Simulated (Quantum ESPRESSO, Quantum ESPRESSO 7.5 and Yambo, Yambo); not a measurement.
**GaAs (F-43m): G0W0 with Yambo, start to end**

How does a plane-wave GW calculation on GaAs (F-43m) run from the first input to the gap?

Main program and level: Quantum ESPRESSO 7.5 and Yambo 5.3.0; PBE and many-body steps on it, plane waves.

**The experiments to reproduce.**

- Gap 1.51 eV: band-edge emission energy from PL (direct gap at Gamma); photoluminescence, 633 nm excitation; 77 K; bulk crystal (MBE GaAs matrix around a thin InAs wetting layer on semi-insulating GaAs (100)) (“Photoluminescence of InAs/GaAs quantum dots under direct two-photon excitation”, 2020, pmc:7331710).

- Gap 1.418 ± 0.005 eV: direct gap E0 at Gamma from PR; modulated photoreflectance, low-field lineshape fit; 300 K; bulk crystal (semi-insulating GaAs(001) reference substrate) (“Evidence of valence band perturbations in GaAsN/GaAs(001): A combined variable-angle spectroscopic ellipsometry and modulated photoreflectance investigation”, 2008, arxiv:0805.2212).

- Gap 1.42 eV: band-edge photoluminescence emission energy of the GaAs substrate; time-integrated photoluminescence; 300 K; bulk crystal ((001) GaAs substrate beneath GaBiAs epilayers) (“Investigation of the anisotropic electron g factor as a probe of the electronic structure of GaBixAs1-x/GaAs epilayers”, 2014, arxiv:1409.8467).

- Gap 1.412 ± 0.01 eV: direct gap E0 at Gamma from ellipsometry; variable-angle spectroscopic ellipsometry, parametric critical-point fit; 300 K; bulk crystal (semi-insulating GaAs(001) reference substrate with native oxide) (“Evidence of valence band perturbations in GaAsN/GaAs(001): A combined variable-angle spectroscopic ellipsometry and modulated photoreflectance investigation”, 2008, arxiv:0805.2212).

Most raw output is cut from this account.

### 1. Set-up

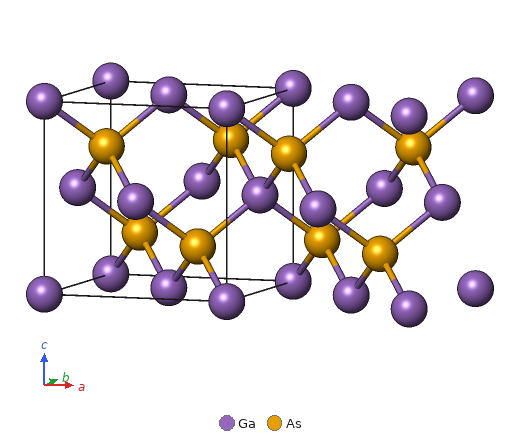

The starting structure, seen slightly off an axis (gallium purple, arsenic orange). 2×1×1 cells are drawn. This picture shows the conventional cell, with its axes. Bonds to atoms that aren't drawn are left out. Some periodic images of atoms are drawn too.

Structure file:

```cif
data_structure
_symmetry_space_group_name_H-M 'F-43m'
_symmetry_Int_Tables_number 216
_cell_length_a 5.6537
_cell_length_b 5.6537
_cell_length_c 5.6537
_cell_angle_alpha 90.000
_cell_angle_beta 90.000
_cell_angle_gamma 90.000
_cell_volume 180.72
loop_
_atom_site_label
_atom_site_type_symbol
_atom_site_symmetry_multiplicity
_atom_site_Wyckoff_symbol
_atom_site_fract_x
_atom_site_fract_y
_atom_site_fract_z
_atom_site_occupancy
Ga1 Ga 4 a 0.00000 0.00000 0.00000 1
As1 As 4 d 0.25000 0.25000 0.75000 1
```

The cell and positions come from the Crystallography Open Database and are kept as given unless a step says otherwise.

### 2. Ground state

This step: Quantum ESPRESSO 7.5; DFT, PBE, plane waves, norm-conserving pseudopotentials.

The ground-state density comes first.

pw.in reads:

```
&control
  calculation = 'scf'
  prefix = 'x'
  outdir = 'o'
  pseudo_dir = 'pseudo'
/
&system
  ibrav = 0
  nat = 2
  ntyp = 2
  ecutwfc = 104.0
  nbnd = 27
  force_symmorphic = .true.
/
&electrons
  conv_thr = 1e-10
  electron_maxstep = 80
  mixing_beta = 0.5
/
ATOMIC_SPECIES
  Ga 69.723 Ga.upf
  As 74.922 As.upf
CELL_PARAMETERS angstrom
  0.0000000000 2.8268500000 2.8268500000
  2.8268500000 0.0000000000 2.8268500000
  2.8268500000 2.8268500000 0.0000000000
ATOMIC_POSITIONS crystal
  Ga 0.0000000000 0.0000000000 0.0000000000
  As 0.2500000000 0.2500000000 0.2500000000
K_POINTS automatic
  6 6 6 0 0 0
```

The run is started by

```sh
$ OMP_NUM_THREADS=1 mpirun -n 4 pw.x -nk 4 -in pw.in > pw.out
```

Wall time 13 s (4 MPI ranks of Arm Neoverse V1, shared host); peak memory 0.32 GiB.

Numbers from this step:

```
total energy               : -15064.4168 eV
gap                        : 0.5181 eV
k of the valence top       : 0, 0, 0
k of the conduction bottom : 0, 0, 0
least direct gap           : 0.5181 eV
```

The gap is direct, at Γ.

### 3. Bands along the symmetry lines

The cheap functional maps the bands first; the places of the edges decide which points the dearer methods must see.

pw.in reads:

```
&control
  calculation = 'bands'
  prefix = 'x'
  outdir = 'o'
  pseudo_dir = 'pseudo'
/
&system
  ibrav = 0
  nat = 2
  ntyp = 2
  ecutwfc = 104.0
  nbnd = 28
  force_symmorphic = .true.
/
&electrons
  conv_thr = 1e-9
  electron_maxstep = 80
  diago_full_acc = .true.
  diago_thr_init = 5e-6
/
ATOMIC_SPECIES
  Ga 69.723 Ga.upf
  As 74.922 As.upf
CELL_PARAMETERS angstrom
  0.0000000000 2.8268500000 2.8268500000
  2.8268500000 0.0000000000 2.8268500000
  2.8268500000 2.8268500000 0.0000000000
ATOMIC_POSITIONS crystal
  Ga 0.0000000000 0.0000000000 0.0000000000
  As 0.2500000000 0.2500000000 0.2500000000
K_POINTS crystal
  50
  0.00000000 0.00000000 0.00000000 1
  -0.06250000 -0.06250000 0.00000000 1
  -0.12500000 -0.12500000 0.00000000 1
  -0.18750000 -0.18750000 0.00000000 1
  -0.25000000 -0.25000000 0.00000000 1
  -0.31250000 -0.31250000 0.00000000 1
  -0.37500000 -0.37500000 0.00000000 1
  -0.43750000 -0.43750000 0.00000000 1
  -0.50000000 -0.50000000 0.00000000 1
  -0.48437500 -0.48437500 0.03125000 1
  -0.46875000 -0.46875000 0.06250000 1
  -0.45312500 -0.45312500 0.09375000 1
  -0.43750000 -0.43750000 0.12500000 1
  -0.42187500 -0.42187500 0.15625000 1
  -0.40625000 -0.40625000 0.18750000 1
  -0.39062500 -0.39062500 0.21875000 1
  -0.37500000 -0.37500000 0.25000000 1
  -0.37500000 0.00000000 0.37500000 1
  -0.32812500 0.00000000 0.32812500 1
  -0.28125000 0.00000000 0.28125000 1
  -0.23437500 0.00000000 0.23437500 1
  -0.18750000 0.00000000 0.18750000 1
  -0.14062500 0.00000000 0.14062500 1
  -0.09375000 0.00000000 0.09375000 1
  -0.04687500 0.00000000 0.04687500 1
  0.00000000 0.00000000 0.00000000 1
  0.00000000 0.00000000 0.06250000 1
  0.00000000 0.00000000 0.12500000 1
  0.00000000 0.00000000 0.18750000 1
  0.00000000 0.00000000 0.25000000 1
  0.00000000 0.00000000 0.31250000 1
  0.00000000 0.00000000 0.37500000 1
  0.00000000 0.00000000 0.43750000 1
  -0.00000000 -0.00000000 0.50000000 1
  -0.06250000 -0.03125000 0.46875000 1
  -0.12500000 -0.06250000 0.43750000 1
  -0.18750000 -0.09375000 0.40625000 1
  -0.25000000 -0.12500000 0.37500000 1
  -0.31250000 -0.15625000 0.34375000 1
  -0.37500000 -0.18750000 0.31250000 1
  -0.43750000 -0.21875000 0.28125000 1
  -0.50000000 -0.25000000 0.25000000 1
  -0.50000000 -0.28125000 0.21875000 1
  -0.50000000 -0.31250000 0.18750000 1
  -0.50000000 -0.34375000 0.15625000 1
  -0.50000000 -0.37500000 0.12500000 1
  -0.50000000 -0.40625000 0.09375000 1
  -0.50000000 -0.43750000 0.06250000 1
  -0.50000000 -0.46875000 0.03125000 1
  -0.50000000 -0.50000000 0.00000000 1
```

The job ended after 7.8 s (4 MPI ranks; peak memory 0.26 GiB; 31 s of CPU time).

This step gave:

- gap: 0.5181 eV
- k of the valence top: 0, 0, 0
- k of the conduction bottom: 0, 0, 0
- least direct gap: 0.5181 eV

The gap is 0.518 eV, as in the run before at this level.

The electronic bands at the labelled points (eV, zero at the top of the highest filled band):

| point | band 19 | band 20 | band 21 | band 22 | band 23 | band 24 | band 25 | band 26 |
| --- | --- | --- | --- | --- | --- | --- | --- | --- |
| Γ | -12.73 | 0.00 | 0.00 | 0.00 | 0.52 | 3.74 | 3.74 | 3.74 |
| X | -10.22 | -6.81 | -2.68 | -2.68 | 1.47 | 1.66 | 10.18 | 10.18 |
| U | -10.26 | -6.63 | -3.86 | -2.26 | 1.97 | 4.64 | 7.96 | 8.07 |
| jump to K | -10.26 | -6.63 | -3.86 | -2.26 | 1.97 | 4.64 | 7.96 | 8.07 |
| Γ | -12.73 | 0.00 | 0.00 | 0.00 | 0.52 | 3.74 | 3.74 | 3.74 |
| L | -10.96 | -6.63 | -1.14 | -1.14 | 1.00 | 4.64 | 4.64 | 7.76 |
| W | -10.17 | -6.63 | -3.53 | -3.34 | 4.62 | 4.73 | 5.42 | 6.05 |
| X | -10.22 | -6.81 | -2.68 | -2.68 | 1.47 | 1.66 | 10.18 | 10.18 |

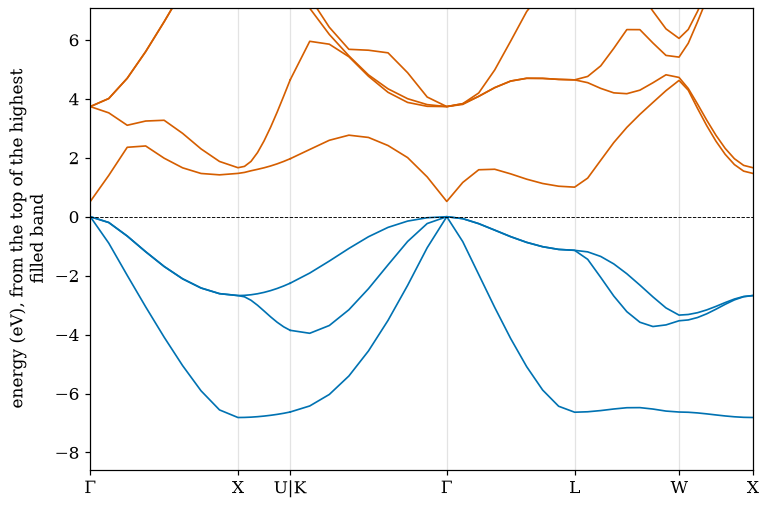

Electronic bands along the path; lines of filled and empty bands in two colours.

### 4. Empty states on the mesh, 4×4×4 mesh, 124 bands

The sums over transitions need many empty states on a uniform mesh; this step solves for them.

pw.in reads:

```
&control
  calculation = 'nscf'
  prefix = 'x'
  outdir = 'o'
  pseudo_dir = 'pseudo'
/
&system
  ibrav = 0
  nat = 2
  ntyp = 2
  ecutwfc = 104.0
  nbnd = 124
  force_symmorphic = .true.
/
&electrons
  conv_thr = 1e-9
  electron_maxstep = 80
  diago_full_acc = .true.
  diago_thr_init = 5e-6
/
ATOMIC_SPECIES
  Ga 69.723 Ga.upf
  As 74.922 As.upf
CELL_PARAMETERS angstrom
  0.0000000000 2.8268500000 2.8268500000
  2.8268500000 0.0000000000 2.8268500000
  2.8268500000 2.8268500000 0.0000000000
ATOMIC_POSITIONS crystal
  Ga 0.0000000000 0.0000000000 0.0000000000
  As 0.2500000000 0.2500000000 0.2500000000
K_POINTS automatic
  4 4 4 0 0 0
```

Wall time 12 s (4 MPI ranks); peak memory 0.43 GiB; 46 s of CPU time.

This step gave:

```yaml
gap: 0.5181 eV
k_of_the_valence_top: 0, 0, 0
k_of_the_conduction_bottom: 0, 0, 0
least_direct_gap: 0.5181 eV
k_points_computed: 8
lowest_point_of_the_top_converged_band_above_the_valence_top: 87.1270 eV
```

On this mesh the gap is 0.518 eV.

### 5. Conversion and set-up

This step: Yambo 5.3.0; conversion and set-up on PBE, plane waves, norm-conserving pseudopotentials.

The states are converted to the many-body program's format and the q mesh is built.

The run is started by

```sh
$ (cd o/x.save; p2y > p2y.log; mv SAVE ../..); yambo > setup.log
```

The job ended after 3.3 s (1 MPI rank; peak memory 0.26 GiB).

### 6. Screening and self-energy, 4×4×4 mesh, 124 bands, screening to 163.3 eV

Now the one-shot GW correction: screening in the RPA, then the self-energy of the levels asked for.

This step: G0W0 on PBE, plane waves, norm-conserving pseudopotentials.

gw1.in reads:

```
HF_and_locXC
gw0
dyson
ppa
em1d
rim_cut
RandQpts= 1000000
RandGvec= 1 RL
EXXRLvcs= 104 Ry
VXCRLvcs= 416 Ry
Chimod= "HARTREE"
% BndsRnXp
 1 | 124 |
%
NGsBlkXp= 12 Ry
% LongDrXp
 1 | 1 | 1 |
%
% GbndRnge
 1 | 124 |
%
DysSolver= "n"
ExtendOut
PPAPntXp= 27.21138 eV
% QPkrange
 1 | 1 | 21 | 24 |
%
```

The run is started by

```sh
$ OMP_NUM_THREADS=1 mpirun -n 4 yambo -F gw1.in -J gw1 -C gw1 > gw1.log
```

The job ended after 2.5 min (4 MPI ranks; peak memory 2.1 GiB; 9.9 min of CPU time).

Numbers from this step:

```yaml
g0w0_gap_on_the_points_computed: 1.176 eV
starting_gap_on_the_mesh: 0.5181 eV
k_of_the_valence_top: 0, 0, 0
k_of_the_conduction_bottom: 0, 0, 0
least_direct_g0w0_gap_on_the_computed_points: 1.176 eV
z_at_the_valence_top: 0.7950
z_at_the_conduction_bottom: 0.7985
```

The gap on the mesh goes from 0.52 eV to 1.18 eV, a correction of +0.66 eV.

Limits: finite bands, cutoff and mesh; no spin-orbit coupling; coarse k mesh. v1 is the top filled band, c1 the lowest empty one. The levels before and after the correction (eV, zero at the valence-band top of each column):

|  | conduction bottom | valence top |
| --- | --- | --- |
| Kohn-Sham | 0.52 | 0.00 |
| G0W0 | 1.18 | 0.00 |

|  | level | energy (eV) |
| --- | --- | --- |
| Kohn-Sham | Γ v2-v1 | 0.000 |
| Kohn-Sham | Γ c1 | 0.518 |
| Kohn-Sham | Γ c2 | 3.737 |
| G0W0 | Γ v2-v1 | 0.000 |
| G0W0 | Γ c1 | 1.176 |
| G0W0 | Γ c2 | 4.297 |

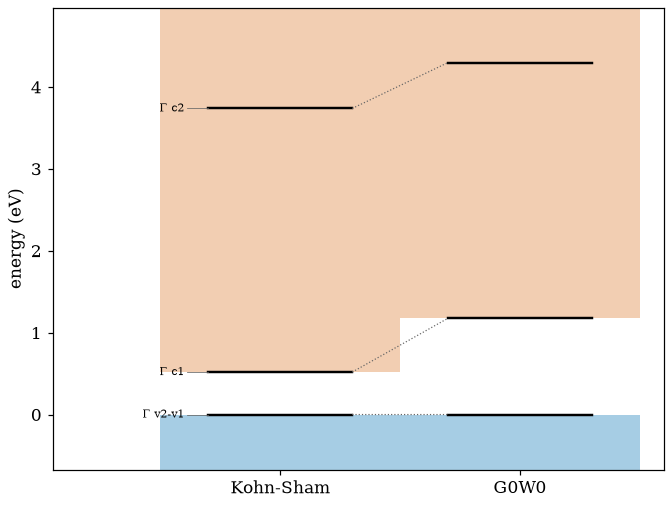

Levels before and after the correction. Shaded: valence and conduction bands.

### 7. Where the time went

Times are wall times on the hardware named with each run, good to a factor of about two.

| step | time | share | memory (GiB) |
| --- | --- | --- | --- |
| ground state | 13 s | 7 % | 0.32 |
| bands along the symmetry lines | 7.8 s | 4 % | 0.26 |
| empty states on the mesh | 12 s | 6 % | 0.43 |
| conversion and set-up | 3.3 s | 2 % | 0.26 |
| screening and self-energy | 2.5 min | 81 % | 2.1 |

### 8. Outcome

```json
{
  "PBE gap": "0.52 eV, direct",
  "G0W0 gap on the mesh": "1.18 eV",
  "GW settings": "4×4×4 mesh, 124 bands, screening to 163.3 eV, Godby-Needs plasmon pole",
  "known limits": "not at the basis limit; no spin-orbit coupling; coarse k mesh"
}
```

G0W0 moves the gap on the mesh from 0.52 eV to 1.18 eV (+0.66 eV), with Z of 0.79 and 0.80 at the edges. Only 1 of the mesh's irreducible points was corrected, so a valley elsewhere could overtake. The dearest step here is «screening and self-energy». Against experiment, by G0W0@PBE: the direct gap of 1.18 eV lies −0.33 eV from the measured 1.51 eV (exciton, 77 K, 2020); the direct gap of 1.18 eV lies −0.24 eV from the measured 1.418 ± 0.005 eV (direct, 300 K, 2008); the direct gap of 1.18 eV lies −0.24 eV from the measured 1.42 eV (exciton, 300 K, 2014); the direct gap of 1.18 eV lies −0.24 eV from the measured 1.412 ± 0.01 eV (direct, 300 K, 2008). An exciton line or allowed optical edge lies below the quasiparticle gap by the binding energy; a forbidden edge can push the onset above it. The calculation has static nuclei and no excitons; a measured gap holds zero-point and thermal motion, which mostly lowers it. Bands and cutoff are finite, so the gap is not at the basis limit. The miss can reach some tenths of an eV and take either sign; the mesh is an error of its own. In the G0W0 run levels were corrected at 1 k point alone, so a gap called «on the mesh» is the least over those, and an edge elsewhere would be missed. The 4×4×4 mesh is coarse for this cell, which bears on the long-range parts of exchange and screening. The many-body steps are scalar-relativistic: spin-orbit coupling is not in them.

[Paths, hosts, dates, memory and timing lines, banners, echoed tables and standing remarks are left out of the program output.]

[Logs are printed without paths, hosts, clocks, repeated set-up lines and the standing remarks that a program may print on its own settings, such as how far it seeks lower states.]

[Runs of the session that timed out or met a known fault of the program may be left out.]

[Hosts, paths, dates, database ids (printed as entryN), source tags and the programs' standing remarks are cut or masked in the printed files.]
